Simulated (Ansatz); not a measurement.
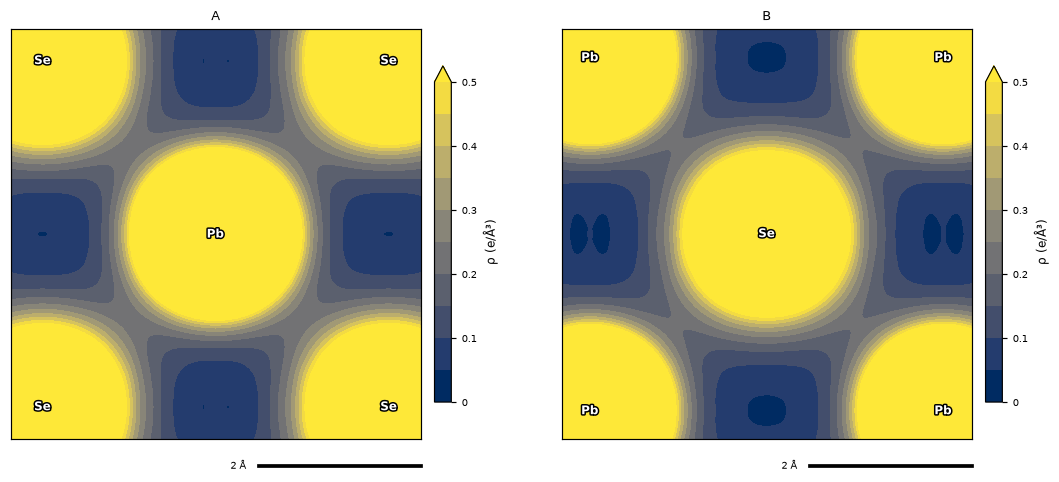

PbSe. The valence charge density (pseudo) of two cells that differ in size, on the (110) plane of each (indices in the axes of the calculation cell), at one length scale and on one colour scale: B has 29.2 Å³ an atom and A 27.5.

All numbers below come from Ansatz, Kohn-Sham DFT of a periodic cell, rPW86-PBE, Ansatz PAW.

Core electrons are frozen (PAW), and the valence fields are smoothed inside the atomic spheres.

The larger cell:

```cif
data_structure
_symmetry_space_group_name_H-M 'P 1'
_symmetry_Int_Tables_number 1
_cell_length_a 4.3571
_cell_length_b 4.3571
_cell_length_c 4.3571
_cell_angle_alpha 60.000
_cell_angle_beta 60.000
_cell_angle_gamma 60.000
_cell_volume 58.49
loop_
_atom_site_label
_atom_site_type_symbol
_atom_site_fract_x
_atom_site_fract_y
_atom_site_fract_z
_atom_site_occupancy
Pb1 Pb 0.00000 0.00000 0.00000 1
Se1 Se 0.50000 0.50000 0.50000 1
```

The smaller cell: a = 4.270 Å, b = 4.270 Å, c = 4.270 Å, α = 60.00°, β = 60.00°, γ = 60.00°.

Question: What changes from the larger cell to the smaller?

Answer: From the larger cell to the smaller, Pb–Se goes from 3.08 to 3.02 Å, and the density at its midpoint from 0.2 to 0.23 e/Å³; the pressure goes from 4.2 to 8 GPa.
